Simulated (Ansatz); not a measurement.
# Run report: C, geometry relaxation (part 2 of 2)

The same run, continued: C (slab, 4 atoms in the cell); DFT PBE+D3(BJ), scalar-relativistic, plane waves, PAW, PAW set soft_1, no spin polarisation (Ansatz 0.2.0); cutoff 420 eV, 15×15×1 k-mesh, Gaussian smearing of 0.1 eV. The structure derives from an entry of the Crystallography Open Database. The input holds or restrains some coordinates. Forces given for the steps count only the free coordinates.

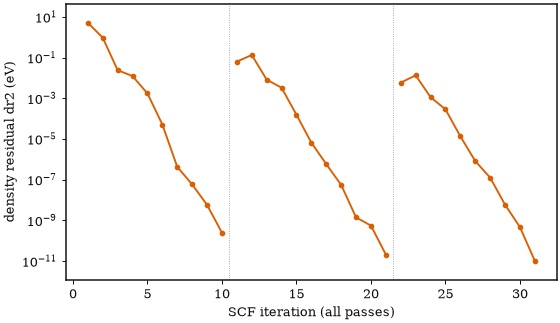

**Figure 1.** Convergence of the self-consistent field: density residual dr2 against the SCF iteration. The dotted lines part the SCF passes of the relaxation: geometry steps, rejected trials and re-solves on a re-selected basis. The passes take 10, 11 and 10 iterations.

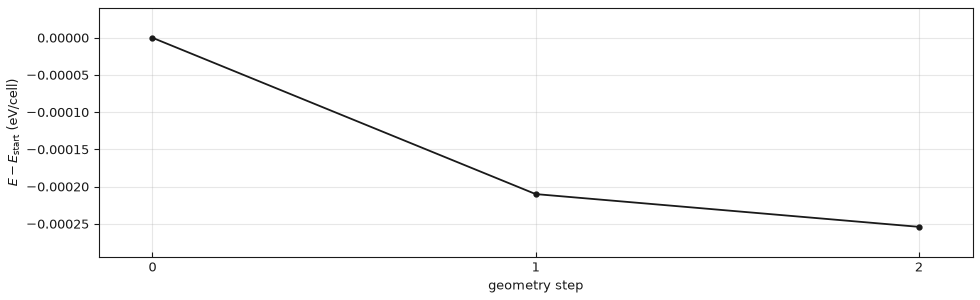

**Figure 2.** Progress of the restrained relaxation, step by step (the first geometry is step 0 here and step 1 in the log).

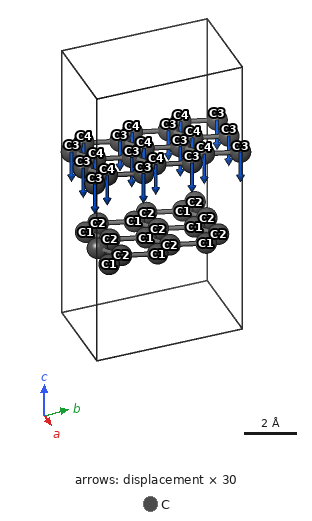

**Figure 3.** The starting structure with the displacements as blue arrows, magnified 30 times (ball-and-stick view of the 3 × 3 repeat of the cell, with the vacuum cut short, seen slightly off an axis). The energy falls by 0.3 meV per cell of the calculation in 2 geometry steps. The largest force component goes from 0.011 to 0.0013 eV/Å. The largest moves, 0.041 Å, are those of C3 and C4. The cell doesn't change. (Atoms are counted from 1 in the order of the input.)

```
WARN: The output density's exchange-correlation potential varies sharply where the density is thin. Do not read a vacuum level from v_tot or v_xc, or from such a field of the output density. On a cell that repeats whose density bears no net charge and no dipole along the vacuum's axis use v_es (v_loc + v_h of the components); under efield.dipole_correction with no amplitude use v_es + v_field, which holds any external_charges[].barrier, or the levels of the report's work_function block, which leave it out; under a non-zero efield.amplitude the vacuum is tilted and has no level; on a cell that repeats and bears such a dipole with no correction it is tilted too, and efield.dipole_correction with no amplitude gives each side of its ramp a level where efield: is served; in a cell that repeats whose density bears a net charge (total_charge, or a fill off its count) it is curved and has none; of a slab under crystal.periodic whose density bears no net charge use v_es, which has a level on each side, short of where the two are joined; of another it falls or rises all the way out and has none; of a slab beside external_charges read slab_vacuum_level instead, which it has where they leave it neutral. The grid or the basis barely resolves most such structure, and the values can differ between equally converged runs; as a rule a tighter scf.convergence.dr2_threshold does not remove it. Where the density itself ripples (under the LDA too) a higher basis.ecutwfc lessens it. The files hold the spikes' plane waves up to the density's cutoff. Files: v_tot_of_output_density and the like, and their columns of v_z.tsv (output.write_potential); v_xc_of_output_density and the like, and their columns of v_comp_z.tsv (output.write_potential_components). Measured: with its Gaussian average of σ = 0.25 Å subtracted twice, the exchange-correlation potential is over 0.1 eV at 11 of the grid points where the equally averaged density (valence and model cores) is under 1e-3 e/Å³, and 0.158 eV at the most among them, at an averaged density of 2.5e-7 e/Å³. The input density's (outcome.potential() and, of a run that writes arrays, v_tot and v_xc) is over 0.1 eV, so measured, at 10 points of its own thin density, 0.162 eV at the most. See output.write_potential in the manual, Limitations
SCF converged after 10 iterations
Free energy (F): -1004.219221 eV
Harris-Foulkes:  -1004.219221 eV  (|F-HF|=1.14e-12)
Internal energy: -1004.218853 eV  (E = F + TS)
E sigma→0 (E₀):  -1004.219037 eV
Entropy (-TS):   -0.000368 eV (-0.092 meV/atom)
Fermi energy:    0.053788 eV
Dipole field:    D = -0.000001 V/Å  (p = -0.000001 e·Å, saw-weighted, corrected)
Work function:   Φ+ = 4.2747 eV   Φ− = 4.2747 eV
Levels:          The Fermi level and band energies are counted from a zero that moves with the ramp; work functions are not
--- Per-component energies (eV) ---
  E_band       = -145.343079
  E_kinetic    = 353.977112
  E_local      = -6029.456213  (includes V_loc(G=0)·N_el)
  E_nonlocal   = 93.741611
  E_hartree    = 2849.502021
  E_xc         = -187.794108
  E_vxc        = -231.250565  (∫ρ·V_xc dr)
  E_paw        = -400.389079  (= ΣΔE_a)
  E_vpaw       = -31.359211  (= ΣTr[D̂ρ^β])
  E_aug_tail   = 0.000065  (compensation charges beyond the density's cutoff)
  E_efield     = 0.000000  (sawtooth field / dipole correction)
  E_vefield    = -0.000000  (∫n·V_field dr)
  E_ewald      = 2316.673455
  E_disp       = -0.473718  (pairwise vdW)
  E_smearing   = -0.000368  (= −TS)
  E_closure    = 0.000000  (closes the sum)
  Σ components = -1004.219221   (vs F -1004.219221, Δ=0.00e0)
--- Forces (eV/Å), atoms counted from 1 ---
  atom   1  C     -0.00457505     0.00141967     0.00133855
  atom   2  C     -0.00269441     0.00259599    -0.00091794
  atom   3  C      0.00269255    -0.00259521    -0.00051905
  atom   4  C      0.00457692    -0.00142047     0.00009693
  max |Σ_I F_I| component: 1.52e-6 eV/Å
--- Band table (eV; the first three rows and the last of 113) ---
  k-point 0: bands = ["-19.5279", "-19.3968", "-7.9959", "-7.1062", "-2.9785", "-2.9736", "-2.9721", "-2.9666", "3.4509", "3.9070", "4.8135", "6.5763"]
  k-point 1: bands = ["-19.4225", "-19.2923", "-7.8686", "-6.9825", "-3.4038", "-3.3920", "-3.1980", "-3.1926", "3.5925", "4.0497", "4.9565", "6.7178"]
  k-point 2: bands = ["-19.1071", "-18.9795", "-7.4884", "-6.6139", "-4.5377", "-4.5158", "-3.7635", "-3.7558", "4.0171", "4.4772", "5.3856", "7.1412"]
  k-point 112: bands = ["-15.1557", "-15.0584", "-12.0433", "-11.9718", "-6.6145", "-6.5895", "-3.1173", "-2.4626", "2.1854", "2.7428", "7.8842", "8.0331"]
--- Relaxed structure (3 steps of the walk, 3 accepted, 0 SCFs on fresh bases) ---
  F+E_penalty+E_count = -1004.21922120 eV   max|allowed force component| = 1.339e-3 eV/Å
  atoms:
    - { symbol: C, position: [0.6666666667, 0.3333333333, 0.25715671424785175] }
    - { symbol: C, position: [0.3333333333, 0.6666666667, 0.2571427272] }
    - { symbol: C, position: [0.8333333333, 1.0, 0.45233023884438944] }
    - { symbol: C, position: [0.5, 1.3333333333, 0.4523113571507045] }
```

**Trajectory as extended XYZ (Å, eV, eV/Å), 3 frames, from step=1 to step=3**
```
4
Lattice="2.4657 0.0000 0.0000 -1.2328 2.1353 0.0000 0.0000 0.0000 17.5001" Properties=species:S:1:pos:R:3:forces:R:3 step=1 energy=-1004.21897
C     1.2328    0.7118    4.5000   -0.0040   0.0012   0.0105
C     0.0000    1.4235    4.5000   -0.0023   0.0022   0.0011
C     0.8219    2.1353    7.9563    0.0022  -0.0022  -0.0011
C    -0.4109    2.8471    7.9563    0.0040  -0.0012  -0.0106
4
Lattice="2.4657 0.0000 0.0000 -1.2328 2.1353 0.0000 0.0000 0.0000 17.5001" Properties=species:S:1:pos:R:3:forces:R:3 step=2 energy=-1004.21918
C     1.2328    0.7118    4.5008   -0.0049   0.0015  -0.0109
C     0.0000    1.4235    4.5000   -0.0029   0.0028   0.0057
C     0.8219    2.1353    7.8982    0.0029  -0.0028   0.0018
C    -0.4109    2.8471    7.8978    0.0049  -0.0015   0.0033
4
Lattice="2.4657 0.0000 0.0000 -1.2328 2.1353 0.0000 0.0000 0.0000 17.5001" Properties=species:S:1:pos:R:3:forces:R:3 step=3 energy=-1004.21922
C     1.2328    0.7118    4.5003   -0.0046   0.0014   0.0013
C     0.0000    1.4235    4.5000   -0.0027   0.0026  -0.0009
C     0.8219    2.1353    7.9158    0.0027  -0.0026  -0.0005
C    -0.4109    2.8471    7.9155    0.0046  -0.0014   0.0001
```

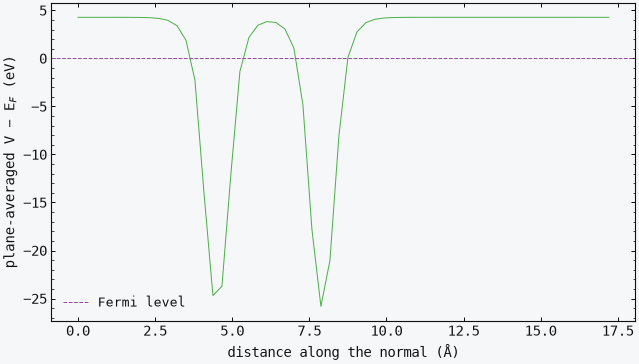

**Figure 4.** Plane average of the electrostatic potential energy of an electron across the cell, from the Fermi level. The vacuum level lies 4.27 eV above the Fermi level.

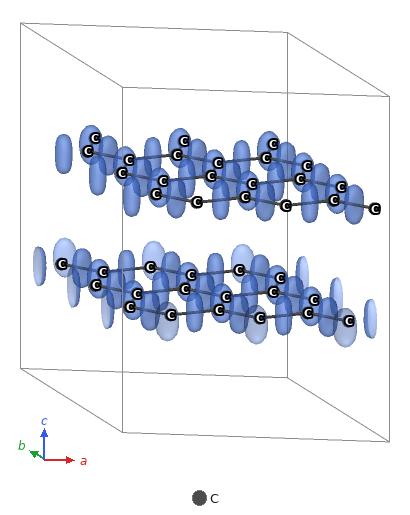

**Figure 5.** Isosurface of the ELF at 0.85 (blue), seen slightly off an axis. Core shells and regions of very low density are left out. Sticks mark near contacts. In a PAW calculation such maps are meaningful between the atoms, not at the nuclei.

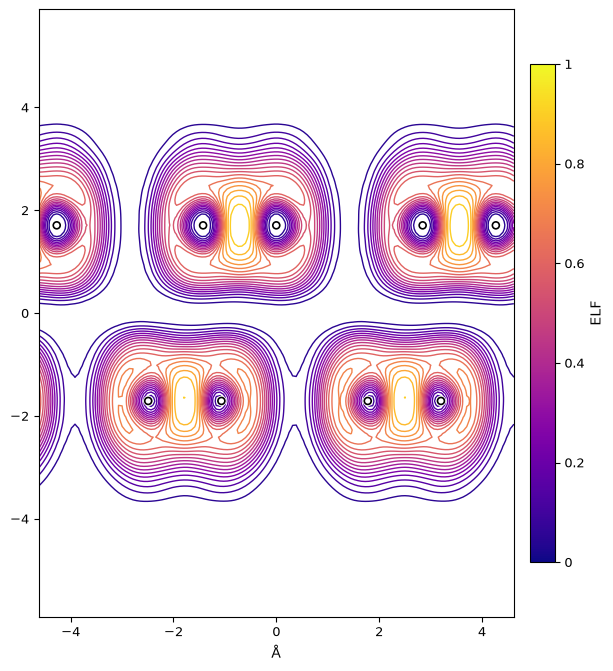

**Figure 6.** Electron localisation function on the (110) plane of the calculation cell, a cut from vacuum to vacuum. Circles mark the nuclei in the plane (C). Atoms in the plane: C. C–C (1.42 Å): the ELF peaks at about 0.95 between the atoms (a covalent bond).

The run was set up as follows.

**Input**
```yaml
crystal:
  lattice:
    - [2.4656524409, 0.0, 0.0]
    - [-1.2328262205, 2.1353176507, 0.0]
    - [0.0, 0.0, 17.5000663885]
  atoms:
    - { symbol: C, position: [0.6666666667, 0.3333333333, 0.2571428915] }
    - { symbol: C, position: [0.3333333333, 0.6666666667, 0.2571427272] }
    - { symbol: C, position: [0.8333333333, 1.0, 0.4546431595] }
    - { symbol: C, position: [0.5, 1.3333333333, 0.4546431595] }
basis:
  ecutwfc: 420
kpoints:
  mp_grid: { grid: [15, 15, 1] }
hamiltonian:
  xc: pbe
  pseudopotentials: { kind: paw, azcp: { folder: soft_1 } }
  dispersion: d3bj
scf:
  occupations: { method: gaussian, width: 0.1 }
output:
  forces: true
  eigenvalues: true
  write_density: true
  write_potential: true
  elf: true
  volumetric_format: npy
relax:
  adjacent_minimum: "off"
  f_tol: 0.003
  max_steps: 20
  constraints: [{ site: 1 }, { sites: [0, 2, 3], fix: xy }]
efield:
  axis: 3
  dipole_correction: true
  ramp_width: 0.04
```

Command:
```bash
ansatz run input.yaml --threads 1 --pin off --max-ram 3072MiB --backend cpu --events-out ev --progress --plain --runs-dir out
```

**Results in brief**

- outcome: converged under the restraints of the input
- electrons treated: 16
- free energy: −1004.2192 eV
- work function, top face: 4.27 eV
- work function, bottom face: 4.27 eV
- Fermi energy: 0.054 eV
- gap on the k-point mesh: 0.20 eV
- final volume: 92.14 Å³
- work function (upper face): 4.27 eV
- largest force (length of the vector) at the end, held atoms and coordinates included: 0.005 eV/Å
- hardware: 1 thread of Arm Neoverse V2, 24 GiB of memory available, shared host
- wall time: 58 s
- peak memory: 0.44 GiB

Warnings of the run: the exchange-correlation potential is rough where the density is thin.
